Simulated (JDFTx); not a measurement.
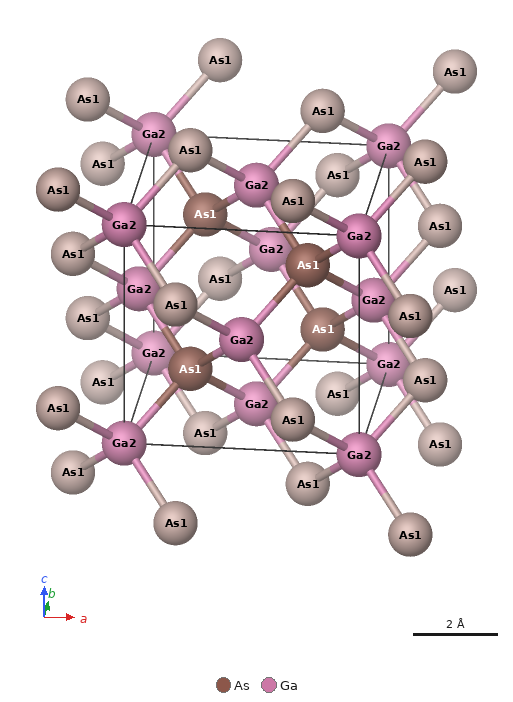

Figure 1. The starting structure (ball-and-stick view of the cell 4 times as large as that of the calculation, set on its symmetry axes, seen at an oblique angle; neighbours outside the cell are drawn fainter; atoms are numbered from 1 in the order of the input). Near neighbours in the crystal (not all of them lie inside the picture): As has 4 Ga at 2.45 Å; Ga has 4 As at 2.45 Å.

**Geometry relaxation of GaAs (part 1 of 2)**

The run: geometry relaxation of GaAs (F-43m, 2 atoms in the cell). Method and program: Kohn-Sham DFT of a periodic cell, LDA, PseudoDojo-SR-LDA-0.4.1-standard, no spin polarisation (JDFTx 1.7.0 (patched build)).

The structure derives from an entry of the Crystallography Open Database.

Input:
```
lattice \
    0.0000000000     5.3419722954     5.3419722954 \
    5.3419722954     0.0000000000     5.3419722954 \
    5.3419722954     5.3419722954     0.0000000000
coords-type Cartesian
ion As     8.0129584431     8.0129584431     8.0129584431 1
ion Ga     0.0000000000     0.0000000000     0.0000000000 1

ion-species pseudo/As.upf
ion-species pseudo/Ga.upf
elec-cutoff 40 320
elec-ex-corr lda-PW
kpoint-folding 5 5 5
elec-smearing Fermi 0.0018374661
elec-n-bands 21
electronic-SCF nIterations 100 energyDiffThreshold 1e-10
electronic-minimize nIterations 30 energyDiffThreshold 1e-7
forces-output-coords Cartesian
lattice-minimize nIterations 30 energyDiffThreshold 1e-7

dump-name run.$VAR
dump End Ecomponents EigStats BandEigs Kpoints Forces Stress
```

Command:
```bash
jdftx -c 1 -i GaAs.in -o GaAs.out
```

Output:
```
*************** JDFTx 1.7.0 (patched build) ***************

Input parsed successfully to the following command list (including defaults):
[... the input with its defaults ...]

---------- Setting up symmetries ----------

Found 48 point-group symmetries of the bravais lattice
Found 24 space-group symmetries with basis
Applied RMS atom displacement 3.23146e-16 bohrs to make symmetries exact.

---------- Initializing the Grid ----------
R =
[            0      5.34197      5.34197  ]
[      5.34197            0      5.34197  ]
[      5.34197      5.34197            0  ]
unit cell volume = 304.884
G =
[  -0.588096   0.588096   0.588096  ]
[   0.588096  -0.588096   0.588096  ]
[   0.588096   0.588096  -0.588096  ]
Minimum fftbox size, Smin = [  64  64  64  ]
Chosen fftbox size, S = [  64  64  64  ]

---------- Initializing tighter grid for wavefunction operations ----------
R =
[            0      5.34197      5.34197  ]
[      5.34197            0      5.34197  ]
[      5.34197      5.34197            0  ]
unit cell volume = 304.884
G =
[  -0.588096   0.588096   0.588096  ]
[   0.588096  -0.588096   0.588096  ]
[   0.588096   0.588096  -0.588096  ]
Minimum fftbox size, Smin = [  44  44  44  ]
Chosen fftbox size, S = [  48  48  48  ]

---------- Exchange Correlation functional ----------
Initalized Slater LDA exchange.
Initalized Perdew-Wang LDA correlation.

---------- Setting up pseudopotentials ----------
Width of ionic core gaussian charges (only for fluid interactions / plotting) set to 0

Reading pseudopotential file 'pseudo/As.upf':
  'As' pseudopotential, 'SLA  PW   NOGX NOGC' functional
  Generated using ONCVPSP code by D. R. Hamann
  15 valence electrons, 3 orbitals, 6 projectors, 1001 radial grid points, with lMax = 2
    3D    l: 2   occupation: 10.0   eigenvalue: -1.502949
    4S    l: 0   occupation:  2.0   eigenvalue: -0.540203
    4P    l: 1   occupation:  3.0   eigenvalue: -0.196304
  Core radius for overlap checks: 1.74 bohrs.

Reading pseudopotential file 'pseudo/Ga.upf':
  'Ga' pseudopotential, 'SLA  PW   NOGX NOGC' functional
  Generated using ONCVPSP code by D. R. Hamann
  13 valence electrons, 3 orbitals, 6 projectors, 1001 radial grid points, with lMax = 2
    3D    l: 2   occupation: 10.0   eigenvalue: -0.713198
    4S    l: 0   occupation:  2.0   eigenvalue: -0.337001
    4P    l: 1   occupation:  1.0   eigenvalue: -0.100440
  Core radius for overlap checks: 1.84 bohrs.

Initialized 2 species with 2 total atoms.

Folded 1 k-points by 5x5x5 to 125 k-points.

---------- Setting up k-points, bands, fillings ----------
Adding inversion symmetry to k-mesh for non-inversion-symmetric unit cell.
Reduced to 10 k-points under symmetry.
Computing the number of bands and number of electrons
Calculating initial fillings.
nElectrons:  28.000000   nBands: 21   nStates: 10

----- Setting up reduced wavefunction bases (one per k-point) -----
average nbasis = 3683.688 , ideal nbasis = 3683.994

---------- Setting up ewald sum ----------
Optimum gaussian width for ewald sums = 2.426231 bohr.
Real space sum over 1331 unit cells with max indices [  5  5  5  ]
Reciprocal space sum over 2197 terms with max indices [  6  6  6  ]

---------- Allocating electronic variables ----------
Initializing wave functions:  linear combination of atomic orbitals
Note: number of bands (21) exceeds available atomic orbitals (18)
As pseudo-atom occupations:   s ( 2 )  p ( 3 )  d ( 10 )
Ga pseudo-atom occupations:   s ( 2 )  p ( 1 )  d ( 10 )
	FillingsUpdate:  mu: +0.327791934  nElectrons: 28.000000
LCAOMinimize: Iter:   0  F: -163.4950347555162580  |grad|_K:  2.113e-03  alpha:  1.000e+00
	FillingsUpdate:  mu: +0.321303811  nElectrons: 28.000000
LCAOMinimize: Iter:   1  F: -163.4999455336962626  |grad|_K:  5.902e-05  alpha:  4.858e-01  linmin: -1.650e-01  cgtest:  5.413e-01
LCAOMinimize: Encountered beta<0, resetting CG.
	FillingsUpdate:  mu: +0.321288393  nElectrons: 28.000000
LCAOMinimize: Iter:   2  F: -163.4999512146011682  |grad|_K:  1.821e-05  alpha:  7.395e-01  linmin: -2.488e-04  cgtest:  6.089e-03
	FillingsUpdate:  mu: +0.321359028  nElectrons: 28.000000
LCAOMinimize: Iter:   3  F: -163.4999516594964746  |grad|_K:  1.470e-06  alpha:  6.080e-01  linmin: -1.376e-04  cgtest: -2.408e-02
	FillingsUpdate:  mu: +0.321353847  nElectrons: 28.000000
LCAOMinimize: Iter:   4  F: -163.4999516638785622  |grad|_K:  5.054e-08  alpha:  9.195e-01  linmin:  6.799e-04  cgtest: -1.267e-02
LCAOMinimize: Converged (|Delta F|<1.000000e-06 for 2 iters).

--------- Lattice Minimization ---------

-------- Electronic minimization -----------
Will mix electronic density at each iteration.
	FillingsUpdate:  mu: +0.321353847  nElectrons: 28.000000
	FillingsUpdate:  mu: +0.311496642  nElectrons: 28.000000
SCF: Cycle:  0   F: -163.537815605975311   dF: -3.786e-02   |Residual|: 4.607e-02   |deigs|: 1.394e-01
	FillingsUpdate:  mu: +0.313927284  nElectrons: 28.000000
SCF: Cycle:  1   F: -163.538779359980225   dF: -9.638e-04   |Residual|: 2.519e-02   |deigs|: 6.291e-03
	FillingsUpdate:  mu: +0.317847694  nElectrons: 28.000000
SCF: Cycle:  2   F: -163.538994393834713   dF: -2.150e-04   |Residual|: 3.868e-03   |deigs|: 3.860e-03
	FillingsUpdate:  mu: +0.318233018  nElectrons: 28.000000
SCF: Cycle:  3   F: -163.539000167977832   dF: -5.774e-06   |Residual|: 1.535e-03   |deigs|: 9.470e-04
	FillingsUpdate:  mu: +0.318661873  nElectrons: 28.000000
SCF: Cycle:  4   F: -163.539001528911740   dF: -1.361e-06   |Residual|: 5.232e-04   |deigs|: 5.337e-04
	FillingsUpdate:  mu: +0.318612740  nElectrons: 28.000000
SCF: Cycle:  5   F: -163.539001684253776   dF: -1.553e-07   |Residual|: 1.825e-04   |deigs|: 1.190e-04
	FillingsUpdate:  mu: +0.318643555  nElectrons: 28.000000
SCF: Cycle:  6   F: -163.539001725860544   dF: -4.161e-08   |Residual|: 2.960e-05   |deigs|: 5.024e-05
	FillingsUpdate:  mu: +0.318642286  nElectrons: 28.000000
SCF: Cycle:  7   F: -163.539001738325766   dF: -1.247e-08   |Residual|: 1.788e-05   |deigs|: 3.186e-04
	FillingsUpdate:  mu: +0.318646230  nElectrons: 28.000000
SCF: Cycle:  8   F: -163.539001742644814   dF: -4.319e-09   |Residual|: 5.715e-06   |deigs|: 1.565e-04
	FillingsUpdate:  mu: +0.318645274  nElectrons: 28.000000
SCF: Cycle:  9   F: -163.539001744288441   dF: -1.644e-09   |Residual|: 3.595e-06   |deigs|: 1.293e-04
	FillingsUpdate:  mu: +0.318645226  nElectrons: 28.000000
SCF: Cycle: 10   F: -163.539001744991424   dF: -7.030e-10   |Residual|: 2.514e-06   |deigs|: 3.552e-05
	FillingsUpdate:  mu: +0.318645166  nElectrons: 28.000000
SCF: Cycle: 11   F: -163.539001745215387   dF: -2.240e-10   |Residual|: 5.418e-07   |deigs|: 1.451e-05
	FillingsUpdate:  mu: +0.318645135  nElectrons: 28.000000
SCF: Cycle: 12   F: -163.539001745308411   dF: -9.302e-11   |Residual|: 4.267e-07   |deigs|: 8.760e-06
	FillingsUpdate:  mu: +0.318645093  nElectrons: 28.000000
SCF: Cycle: 13   F: -163.539001745334218   dF: -2.581e-11   |Residual|: 3.221e-07   |deigs|: 5.216e-06
SCF: Converged (|Delta E|<1.000000e-10 for 2 iters).

Setting wave functions to eigenvectors of Hamiltonian
# Lattice vectors:
R =
[            0      5.34197      5.34197  ]
[      5.34197            0      5.34197  ]
[      5.34197      5.34197            0  ]
unit cell volume = 304.884

# Strain tensor in Cartesian coordinates:
[            0            0            0  ]
[            0            0            0  ]
[            0            0            0  ]

# Stress tensor in Cartesian coordinates [Eh/a0^3]:
[  7.00514e-05            0            0  ]
[            0  7.00514e-05            0  ]
[            0            0  7.00514e-05  ]

# Ionic positions in cartesian coordinates:
ion As   8.012958443100000   8.012958443100000   8.012958443100000 1
ion Ga  -0.000000000000000   0.000000000000000   0.000000000000000 1

# Forces in Cartesian coordinates:
force As   0.000000000000000  -0.000000000000000  -0.000000000000000 1
force Ga   0.000000000000000  -0.000000000000000  -0.000000000000000 1

# Energy components:
   Eewald =      -99.1764168889743303
       EH =       57.3609185250320550
     Eloc =     -146.2983791086953147
      Enl =      -88.8818676361526911
      Exc =      -43.9597357589422799
 Exc_core =       18.8206351295822927
       KE =      138.5958675039620971
-------------------------------------
     Etot =     -163.5389782341881642
       TS =        0.0000235111460407
-------------------------------------
        F =     -163.5390017453342182

LatticeMinimize: Iter:   0  F: -163.539001745334218  |grad|_K:  5.496e-03

#--- Lowdin population analysis ---
# oxidation-state As -0.001
# oxidation-state Ga +0.037

-------- Electronic minimization -----------
Will mix electronic density at each iteration.
	FillingsUpdate:  mu: +0.318645093  nElectrons: 28.000000
	FillingsUpdate:  mu: +0.319605086  nElectrons: 28.000000
SCF: Cycle:  0   F: -163.539031192678635   dF: -2.152e-06   |Residual|: 1.715e-04   |deigs|: 4.309e-06
	FillingsUpdate:  mu: +0.319586436  nElectrons: 28.000000
SCF: Cycle:  1   F: -163.539031229344971   dF: -3.667e-08   |Residual|: 7.175e-05   |deigs|: 4.684e-05
	FillingsUpdate:  mu: +0.319571977  nElectrons: 28.000000
SCF: Cycle:  2   F: -163.539031237927475   dF: -8.583e-09   |Residual|: 3.299e-05   |deigs|: 3.408e-05
	FillingsUpdate:  mu: +0.319571949  nElectrons: 28.000000
SCF: Cycle:  3   F: -163.539031238705348   dF: -7.779e-10   |Residual|: 3.179e-05   |deigs|: 1.463e-06
	FillingsUpdate:  mu: +0.319571189  nElectrons: 28.000000
SCF: Cycle:  4   F: -163.539031238911406   dF: -2.061e-10   |Residual|: 2.415e-05   |deigs|: 1.763e-06
	FillingsUpdate:  mu: +0.319568581  nElectrons: 28.000000
SCF: Cycle:  5   F: -163.539031238887731   dF: +2.368e-11   |Residual|: 2.111e-05   |deigs|: 4.627e-06
	FillingsUpdate:  mu: +0.319568393  nElectrons: 28.000000
SCF: Cycle:  6   F: -163.539031238968562   dF: -8.083e-11   |Residual|: 1.341e-05   |deigs|: 2.236e-06
	FillingsUpdate:  mu: +0.319568886  nElectrons: 28.000000
SCF: Cycle:  7   F: -163.539031239019153   dF: -5.059e-11   |Residual|: 7.160e-06   |deigs|: 2.876e-06
SCF: Converged (|Delta E|<1.000000e-10 for 2 iters).

Setting wave functions to eigenvectors of Hamiltonian
LatticeMinimize: 	Wolfe criterion not satisfied: alpha: 1  (E-E0)/|gdotd0|: -0.976324  gdotd/gdotd0: 0.953402 (taking cubic step)

-------- Electronic minimization -----------
Will mix electronic density at each iteration.
	FillingsUpdate:  mu: +0.319568886  nElectrons: 28.000000
	FillingsUpdate:  mu: +0.321495689  nElectrons: 28.000000
SCF: Cycle:  0   F: -163.539085752372245   dF: -8.674e-06   |Residual|: 3.507e-04   |deigs|: 5.199e-06
	FillingsUpdate:  mu: +0.321458457  nElectrons: 28.000000
SCF: Cycle:  1   F: -163.539085852062470   dF: -9.969e-08   |Residual|: 1.494e-04   |deigs|: 9.432e-05
	FillingsUpdate:  mu: +0.321427693  nElectrons: 28.000000
SCF: Cycle:  2   F: -163.539085886330213   dF: -3.427e-08   |Residual|: 6.823e-05   |deigs|: 7.139e-05
	FillingsUpdate:  mu: +0.321429101  nElectrons: 28.000000
SCF: Cycle:  3   F: -163.539085888847438   dF: -2.517e-09   |Residual|: 3.306e-05   |deigs|: 1.026e-05
	FillingsUpdate:  mu: +0.321423106  nElectrons: 28.000000
SCF: Cycle:  4   F: -163.539085889525182   dF: -6.777e-10   |Residual|: 2.196e-05   |deigs|: 5.779e-06
	FillingsUpdate:  mu: +0.321423427  nElectrons: 28.000000
SCF: Cycle:  5   F: -163.539085889701454   dF: -1.763e-10   |Residual|: 4.526e-06   |deigs|: 2.593e-06
	FillingsUpdate:  mu: +0.321423010  nElectrons: 28.000000
SCF: Cycle:  6   F: -163.539085889743205   dF: -4.175e-11   |Residual|: 5.689e-06   |deigs|: 1.599e-06
	FillingsUpdate:  mu: +0.321423067  nElectrons: 28.000000
SCF: Cycle:  7   F: -163.539085889760031   dF: -1.683e-11   |Residual|: 2.082e-06   |deigs|: 8.511e-07
SCF: Converged (|Delta E|<1.000000e-10 for 2 iters).

Setting wave functions to eigenvectors of Hamiltonian
# Lattice vectors:
R =
[            0      5.33442      5.33442  ]
[      5.33442            0      5.33442  ]
[      5.33442      5.33442            0  ]
unit cell volume = 303.593

# Strain tensor in Cartesian coordinates:
[  -0.00141399            0            0  ]
[            0  -0.00141399            0  ]
[            0            0  -0.00141399  ]

# Stress tensor in Cartesian coordinates [Eh/a0^3]:
[  6.02207e-05            0            0  ]
[            0  6.02207e-05            0  ]
[            0            0  6.02207e-05  ]

# Ionic positions in cartesian coordinates:
ion As   8.001628190846173   8.001628190846173   8.001628190846173 1
ion Ga  -0.000000000000000   0.000000000000000   0.000000000000000 1

# Forces in Cartesian coordinates:
force As  -0.000000000000000   0.000000000000000  -0.000000000000000 1
force Ga   0.000000000000000   0.000000000000000  -0.000000000000000 1

# Energy components:
   Eewald =      -99.3168500351015524
       EH =       57.2744086663688563
     Eloc =     -146.0740014184988524
      Enl =      -88.8784912835155012
      Exc =      -43.9620854760683102
 Exc_core =       18.8206351480522969
       KE =      138.5973174076479211
-------------------------------------
     Etot =     -163.5390669911151065
       TS =        0.0000188986449381
-------------------------------------
        F =     -163.5390858897600310

LatticeMinimize: Iter:   1  F: -163.539085889760031  |grad|_K:  4.705e-03  alpha:  3.000e+00  linmin: -1.000e+00

#--- Lowdin population analysis ---
# oxidation-state As -0.001
# oxidation-state Ga +0.037
```
